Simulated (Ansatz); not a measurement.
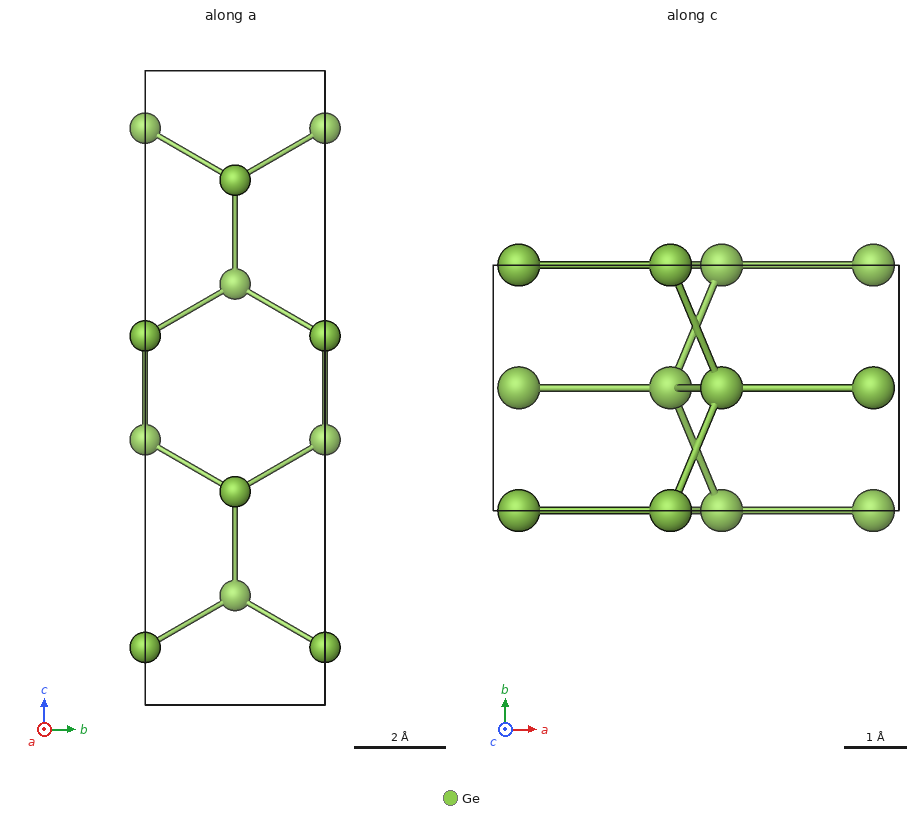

Drawn in the ball-and-stick manner and seen along the a axis and along the c axis. Atoms at the boundary of the conventional unit cell (the box) are drawn once for each face, edge or corner they touch.

Ge, space group Pmma (No. 51), a = 6.60 Å, b = 4.00 Å, c = 14.09 Å, α = 90.00°, β = 90.00°, γ = 90.00°.

The numbers come from DFT r2SCAN, scalar-relativistic, plane waves, PAW (Ansatz), using plane-wave cutoff 500 eV, k-points about 0.20 Å⁻¹ apart, Gaussian smearing of 0.03 eV, no spin polarisation.

Metal or not?

Answer. A semiconductor at this level, with a gap of 0.10 eV on the k-mesh (the true edges may lie between mesh points, so the gap can be somewhat smaller).

How far is the cell from zero pressure?

Answer. The computed pressure is -0.9 GPa (stretched: it would shrink). The stress isn't hydrostatic: its largest component is 1.9 GPa.

Origin of the cell: a structure listed in the Materials Project. The cell was then strained or its atoms displaced on purpose. An electronic-structure calculation with Ansatz was run on it.

At this level of theory the run's own cell isn't at rest (forces up to 1.0 eV/Å), so its distances can differ from those at equilibrium, the more so the softer the solid.
